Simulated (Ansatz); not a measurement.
**From Ge to Pb**

System: Ge (P6₃/mmc, 4 atoms in the cell).
Method of the first run: DFT r2SCAN, scalar-relativistic, plane waves, PAW, no spin polarisation (Ansatz 0.2.0).
System of the second run: Pb (4 atoms in the cell).

On the first run: The structure was made by swapping elements on the sites of another compound; it need not be a known phase. On the second run: The structure was made by swapping elements on the sites of another compound; it need not be a known phase. It belongs to a series of runs on one base structure; here: Si -> Pb on all its sites, cell and atoms relaxed. Text and figures count atoms from 1; the logs count them from 0 in places.

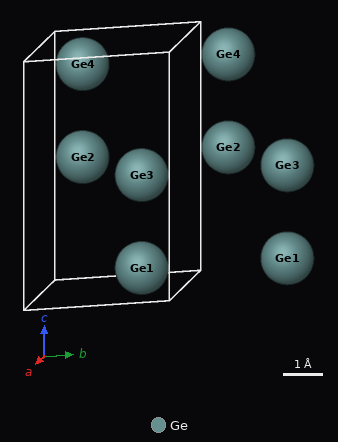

Fig. 1: The starting structure (spheres-only view of the cell of the calculation, repeated 1 × 2 × 1, seen slightly off an axis; atoms are numbered from 1 in the order of the input). An atom can appear more than once, as a periodic image.

**Input file, the first run**
```yaml
crystal:
  lattice:
    - [4.0334658991, 0.0, 0.0]
    - [-2.0167329496, 3.4930839339, 0.0]
    - [0.0, 0.0, 6.6753982507]
  atoms:
    - { symbol: Ge, position: [0.3333333333, 0.6666666667, 0.0630908784] }
    - { symbol: Ge, position: [0.6666666667, 0.3333333333, 0.5630908784] }
    - { symbol: Ge, position: [0.3333333333, 0.6666666667, 0.4369091216] }
    - { symbol: Ge, position: [0.6666666667, 0.3333333333, 0.9369091216] }
basis:
  ecutwfc: 500
kpoints:
  mp_grid: { grid: [12, 12, 6] }
hamiltonian:
  xc: r2scan
scf:
  occupations: { method: gaussian, width: 0.1 }
output:
  forces: true
  stress: true
  eigenvalues: true
relax:
  adjacent_minimum: "off"
  f_tol: 0.01
  max_steps: 60
  cell: { stress_tol: 0.1 }
```

Launched with:
```bash
ansatz run input.yaml --threads 1 --pin off --max-ram 2560MiB --backend cpu --events-out ev --progress --plain --runs-dir out
```

Hardware: 1 thread of Intel Xeon (Sapphire Rapids), 32 GiB of memory available, shared host.

**Output, shortened to warnings, some set-up lines, iterations and results (the first run)**
```
Basis set: ecut = 500 eV, 2419 PW (Γ), exchange–correlation on 120×120×200 points (64 copies of the dense FFT grid, shifted against one another)
Symmetry: 24 space group operations
k-points: 76 of 864
Initial density: superposition of atomic densities (neutral atoms: chi_scale 0, normalization atom), corrected by the library's trained network
[...]
SCF iter   1: F=—  HF=-17211.524524 eV  |F-HF|=—  |Δ(HF+E_count)|=         —  Δρ=6.24e-3  dr2=1.19e-2  dr2_τ=7.90e-3  ethr=1.77e-3  ⟨swp⟩=5.7  Hψ=9798  notcnv=0
SCF iter   2: F=—  HF=-17211.539386 eV  |F-HF|=—  |Δ(HF+E_count)|=   1.49e-2  Δρ=1.86e-3  dr2=1.31e-3  dr2_τ=4.04e-5  ethr=2.13e-5  ⟨swp⟩=2.0  Hψ=5672  notcnv=0  defer=104
SCF iter   3: F=—  HF=-17211.539531 eV  |F-HF|=—  |Δ(HF+E_count)|=   1.45e-4  Δρ=1.26e-3  dr2=6.30e-4  dr2_τ=5.16e-6  ethr=2.34e-6  ⟨swp⟩=2.0  Hψ=4537  notcnv=0  defer=104
SCF iter   4: F=—  HF=-17211.539532 eV  |F-HF|=—  |Δ(HF+E_count)|=   7.19e-7  Δρ=1.52e-4  dr2=2.73e-5  dr2_τ=1.46e-7  ethr=1.13e-6  ⟨swp⟩=2.0  Hψ=2837  notcnv=0  defer=104
SCF iter   5: F=—  HF=-17211.539535 eV  |F-HF|=—  |Δ(HF+E_count)|=   2.67e-6  Δρ=4.11e-5  dr2=2.43e-6  dr2_τ=2.59e-8  ethr=4.88e-8  ⟨swp⟩=3.0  Hψ=4619  notcnv=0  defer=104
[... 30 lines ...]
SCF iter   3: F=—  HF=-17211.557077 eV  |F-HF|=—  |Δ(HF+E_count)|=   9.88e-8  Δρ=6.51e-6  dr2=1.71e-8  dr2_τ=1.02e-9  ethr=1.86e-10  ⟨swp⟩=2.0  Hψ=3193  notcnv=0
SCF iter   4: F=—  HF=-17211.557077 eV  |F-HF|=—  |Δ(HF+E_count)|=  5.93e-10  Δρ=1.08e-6  dr2=9.75e-10  dr2_τ=1.00e-11  ethr=3.05e-11  ⟨swp⟩=3.0  Hψ=4713  notcnv=0
SCF iter   5: F=-17211.557077 eV  HF=-17211.557077 eV  |F-HF|=1.09e-11  |Δ(HF+E_count)|=  7.02e-10  Δρ=3.12e-7  dr2=1.09e-10  dr2_τ=7.11e-13  ethr=1.00e-12  ⟨swp⟩=2.5  …
SCF 5 converged in 5 iterations: F = -17211.557077 eV  dr2 = 1.09e-10
relax step   5: F+E_penalty+E_count = -17211.55707669 eV  Δ(F+E_penalty+E_count) = +8.188e-4 eV  max|allowed force component| = 2.823e-4 eV/Å  Δτ_max = 0.0000 Å  P = -0.004 …
basis re-selected at this cell: Δ(F+E_penalty+E_count) = +8.188e-4 eV, ΔP = -0.006 GPa vs the last step (what re-selecting the basis moved, of the pressure what is left beyond the Pulay correction that the steps carried, after the strain that the cell walked since its last selection, with what the …
SCF converged after 5 iterations
Free energy (F): -17211.557077 eV
Harris-Foulkes:  -17211.557077 eV  (|F-HF|=1.09e-11)
Internal energy: -17211.556898 eV  (E = F + TS)
E sigma→0 (E₀):  -17211.556988 eV
Entropy (-TS):   -0.000178 eV (-0.045 meV/atom)
Fermi energy:    8.511554 eV
--- Per-component energies (eV) ---
  E_band       = -640.688498
  E_kinetic    = 444.001995
  E_local      = -9925.879306  (includes V_loc(G=0)·N_el)
  E_nonlocal   = 1680.089417
  E_hartree    = 4360.141656
  E_xc         = -276.357065
  E_vxc        = -271.553049  (∫ρ·V_xc dr)
  E_paw        = -8136.674938  (= ΣΔE_a)
  E_vpaw       = -1302.875759  (= ΣTr[D̂ρ^β])
  E_aug_tail   = 0.000065  (compensation charges beyond the density's cutoff)
  E_vtau       = 15.244912  (kinetic-family band-sum trace: ∫τ·v_τ [+ j·A + Jᵃ·Aᵃ] dr)
  E_ewald      = -5352.535660
  E_core_change = -4.343063  (= ΣΔE_core)
  E_smearing   = -0.000178  (= −TS)
  E_closure    = -0.000000  (closes the sum)
  Σ components = -17211.557077   (vs F -17211.557077, Δ=0.00e0)
--- Forces (eV/Å), atoms counted from 1 ---
  atom   1  Ge     0.00000000    -0.00000000    -0.00028228
  atom   2  Ge    -0.00000000     0.00000000    -0.00028228
  atom   3  Ge     0.00000000    -0.00000000     0.00028228
  atom   4  Ge    -0.00000000     0.00000000     0.00028228
  max |Σ_I F_I| component: 5.09e-17 eV/Å
--- Stress (GPa, compression-positive) ---
       -0.005931      -0.000000       0.000000
       -0.000000      -0.005931      -0.000000
        0.000000      -0.000000       0.000805
  P = ⅓ Tr σ = -0.0037 GPa (-0.037 kbar)
--- Relaxed structure (4 steps of the walk, 4 accepted, 1 SCFs on fresh bases) ---
  F+E_penalty+E_count = -17211.55707669 eV   max|allowed force component| = 2.823e-4 eV/Å   (the final SCF, on the basis selected at the relaxed cell)
  cell:  # Å, volume = 91.2946 Å³
    - [3.9959443940852517, 2.8598729428891532e-11, -2.277557838557839e-34]
    - [-1.9979721970673938, 3.460589357373545, -1.316128744411609e-33]
[...]
```

For the second run the input was changed thus:
```diff
-    - [4.0334658991, 0.0, 0.0]
-    - [-2.0167329496, 3.4930839339, 0.0]
-    - [0.0, 0.0, 6.6753982507]
+    - [4.8892607044, 0.0, 0.0]
+    - [-2.4446303522, 4.2342239757, 0.0]
+    - [0.0, 0.0, 8.0092349866]
-    - { symbol: Ge, position: [0.3333333333, 0.6666666667, 0.0630908784] }
-    - { symbol: Ge, position: [0.6666666667, 0.3333333333, 0.5630908784] }
-    - { symbol: Ge, position: [0.3333333333, 0.6666666667, 0.4369091216] }
-    - { symbol: Ge, position: [0.6666666667, 0.3333333333, 0.9369091216] }
+    - { symbol: Pb, position: [0.3333333333, 0.6666666667, 0.0621306011] }
+    - { symbol: Pb, position: [0.6666666667, 0.3333333333, 0.5621306011] }
+    - { symbol: Pb, position: [0.3333333333, 0.6666666667, 0.4378693989] }
+    - { symbol: Pb, position: [0.6666666667, 0.3333333333, 0.9378693989] }
```

What does this change do to the results?

The total energies belong to different systems, so their difference says nothing on which is more stable or more accurate. The volume per atom goes from 22.82 to 42.10 Å³. The SCF takes 15 iterations over all geometry steps against 30.

**Output, shortened to warnings, some set-up lines, iterations and results (the second run)**
```
Basis set: ecut = 500 eV, 4223 PW (Γ), exchange–correlation on 144×144×240 points (64 copies of the dense FFT grid, shifted against one another)
Symmetry: 24 space group operations
k-points: 76 of 864
Initial density: superposition of atomic densities (neutral atoms: chi_scale 0, normalization atom), corrected by the library's trained network
[...]
SCF iter   1: F=—  HF=-47682.540959 eV  |F-HF|=—  |Δ(HF+E_count)|=         —  Δρ=6.85e-3  dr2=3.78e-2  dr2_τ=1.60e-2  ethr=1.77e-3  ⟨swp⟩=7.6  Hψ=12102  notcnv=0
SCF iter   2: F=—  HF=-47682.558070 eV  |F-HF|=—  |Δ(HF+E_count)|=   1.71e-2  Δρ=2.69e-3  dr2=1.08e-2  dr2_τ=2.24e-4  ethr=6.76e-5  ⟨swp⟩=2.0  Hψ=5687  notcnv=0  defer=89
SCF iter   3: F=—  HF=-47682.553019 eV  |F-HF|=—  |Δ(HF+E_count)|=   5.05e-3  Δρ=6.66e-4  dr2=5.25e-4  dr2_τ=1.38e-5  ethr=1.93e-5  ⟨swp⟩=2.0  Hψ=4626  notcnv=0  defer=89
SCF iter   4: F=—  HF=-47682.552949 eV  |F-HF|=—  |Δ(HF+E_count)|=   7.00e-5  Δρ=1.00e-4  dr2=1.20e-5  dr2_τ=4.05e-7  ethr=9.38e-7  ⟨swp⟩=2.0  Hψ=4584  notcnv=0  defer=89
SCF iter   5: F=—  HF=-47682.552999 eV  |F-HF|=—  |Δ(HF+E_count)|=   5.00e-5  Δρ=3.07e-5  dr2=2.29e-6  dr2_τ=1.57e-7  ethr=2.14e-8  ⟨swp⟩=2.0  Hψ=4641  notcnv=0  defer=89
[... 11 lines ...]
SCF iter   2: F=—  HF=-47682.555155 eV  |F-HF|=—  |Δ(HF+E_count)|=   4.66e-5  Δρ=3.62e-6  dr2=2.43e-8  dr2_τ=8.68e-10  ethr=8.04e-11  ⟨swp⟩=2.4  Hψ=4791  notcnv=0
SCF iter   3: F=—  HF=-47682.555155 eV  |F-HF|=—  |Δ(HF+E_count)|=   1.12e-8  Δρ=7.72e-7  dr2=5.48e-10  dr2_τ=5.72e-11  ethr=4.33e-11  ⟨swp⟩=2.0  Hψ=4715  notcnv=0
SCF iter   4: F=-47682.555155 eV  HF=-47682.555155 eV  |F-HF|=2.91e-11  |Δ(HF+E_count)|=  6.91e-10  Δρ=1.84e-7  dr2=5.60e-11  dr2_τ=3.85e-12  ethr=1.00e-12  ⟨swp⟩=7.7  …
SCF 3 converged in 4 iterations: F = -47682.555155 eV  dr2 = 5.60e-11
relax step   3: F+E_penalty+E_count = -47682.55515462 eV  Δ(F+E_penalty+E_count) = -4.771e-5 eV  max|allowed force component| = 5.439e-5 eV/Å  Δτ_max = 0.0000 Å  P = -0.098 …
basis re-selected at this cell: Δ(F+E_penalty+E_count) = -4.771e-5 eV, ΔP = +0.001 GPa vs the last step (what re-selecting the basis moved, of the pressure what is left beyond the Pulay correction that the steps carried, after the strain that the cell walked since its last selection, with what the …
SCF converged after 4 iterations
Free energy (F): -47682.555155 eV
Harris-Foulkes:  -47682.555155 eV  (|F-HF|=2.91e-11)
Internal energy: -47682.550311 eV  (E = F + TS)
E sigma→0 (E₀):  -47682.552733 eV
Entropy (-TS):   -0.004844 eV (-1.211 meV/atom)
Fermi energy:    6.569630 eV
--- Per-component energies (eV) ---
  E_band       = -415.264023
  E_kinetic    = 1157.762857
  E_local      = -5567.263637  (includes V_loc(G=0)·N_el)
  E_nonlocal   = 1402.936695
  E_hartree    = 2258.473982
  E_xc         = -826.461659
  E_vxc        = -573.679488  (∫ρ·V_xc dr)
  E_paw        = -41747.682640  (= ΣΔE_a)
  E_vpaw       = -1395.158885  (= ΣTr[D̂ρ^β])
  E_aug_tail   = 0.000078  (compensation charges beyond the density's cutoff)
  E_vtau       = 43.189968  (kinetic-family band-sum trace: ∫τ·v_τ [+ j·A + Jᵃ·Aᵃ] dr)
  E_ewald      = -4364.177998
  E_core_change = 3.862010  (= ΣΔE_core)
  E_smearing   = -0.004844  (= −TS)
  E_closure    = 0.000000  (closes the sum)
  Σ components = -47682.555155   (vs F -47682.555155, Δ=0.00e0)
--- Forces (eV/Å), atoms counted from 1 ---
  atom   1  Pb    -0.00000000    -0.00000000    -0.00005439
  atom   2  Pb    -0.00000000     0.00000000    -0.00005439
  atom   3  Pb     0.00000000    -0.00000000     0.00005439
  atom   4  Pb     0.00000000     0.00000000     0.00005439
  max |Σ_I F_I| component: 5.13e-18 eV/Å
--- Stress (GPa, compression-positive) ---
       -0.099353       0.000000      -0.000000
        0.000000      -0.099353       0.000000
       -0.000000       0.000000      -0.094080
  P = ⅓ Tr σ = -0.0976 GPa (-0.976 kbar)
--- Relaxed structure (2 steps of the walk, 2 accepted, 1 SCFs on fresh bases) ---
  F+E_penalty+E_count = -47682.55515462 eV   max|allowed force component| = 5.439e-5 eV/Å   (the final SCF, on the basis selected at the relaxed cell)
  cell:  # Å, volume = 168.3806 Å³
    - [4.911611937496301, 2.7424221683536653e-33, -9.824654395435251e-19]
    - [-2.4558059687481504, 4.2535807114027016, 4.912327197717639e-19]
[...]
```

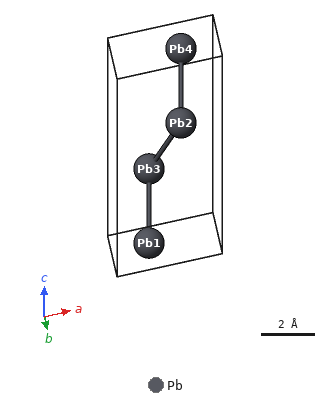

Fig. 2: The input structure of the second run (ball-and-stick view of the cell of the calculation, seen at an oblique angle; atoms are numbered from 1 in the order of the input). An atom can appear more than once, as a periodic image.

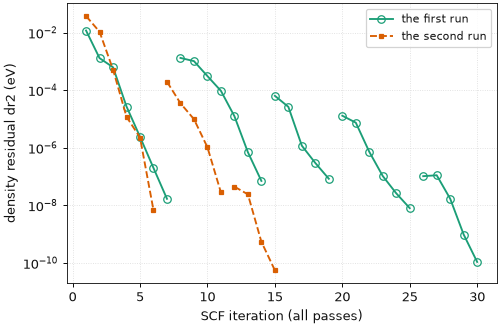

Fig. 3: Convergence of the two runs: density residual dr2 against the SCF iteration. A break in a curve parts two SCF passes. The first run takes 30 iterations in all, and the second run takes 15.

**The two runs side by side**

| quantity | the first run | the second run |
| --- | --- | --- |
| outcome | converged | converged |
| free energy per atom (eV) | −4302.8893 | −11920.6388 |
| energy per atom, smearing taken to zero (eV) | −4302.8892 | −11920.6382 |
| pressure (GPa) | 0.00 | −0.10 |
| volume per atom (Å³) | 22.82 | 42.10 |
| largest force (eV/Å) | 0.000 | 0.000 |
| SCF iterations | 30 | 15 |
| irreducible k-points | 76 | 76 |
| wall time (shared host) | 84 s | 82 s |

For the second run: Spin–orbit coupling is left out, which matters for Pb.
